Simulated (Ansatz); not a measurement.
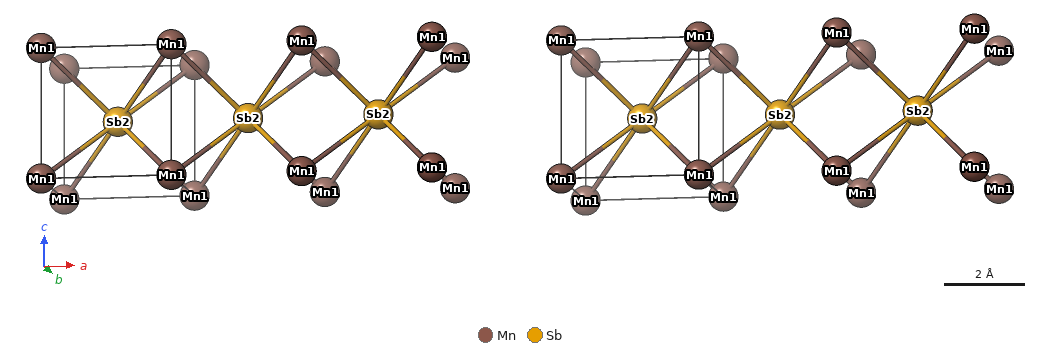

Two geometries of solid MnSb (built on the caesium chloride_221 type) (coarse preliminary run), drawn at one scale. One is the start of a relaxation, the other its converged end. Style: ball-and-stick. Shown: the cell of the calculation, repeated 3 × 1 × 1 with one cell outlined, from a free direction.

Method: DFT PBE, scalar-relativistic, plane waves, PAW (Ansatz). Settings: plane-wave cutoff 420 eV; k-point mesh 6 × 6 × 6; occupations gaussian; smearing width 0.1 eV; collinear spin; cell and atoms relaxed; force threshold 0.04 eV/Å; at most 70 steps.

**Which geometry has the lower energy?**

The left one is the relaxed one. Case: caesium chloride type (Pm-3m, No. 221). After 3 accepted moves (5 points after the start) the energy has fallen by 72.2 meV per atom. All forces vanish by symmetry, so only the cell relaxes. The pressure goes from −4.93 to 0.12 GPa. The line search rejected the trial step at point 2 of the run. At 1 point the geometry stayed and the basis and grid were re-selected for the new cell (energy shift of 1.0 meV per atom at most each time). The atoms keep their places relative to the cell (all moves are under 0.005 Å). The volume changes by −15.4 %, with a = b = c 3.538 → 3.346 Å (−5.4 %). Among the contacts that change: Mn1–Sb2 3.064 → 2.898 Å. The space group stays Pm-3m (No. 221).
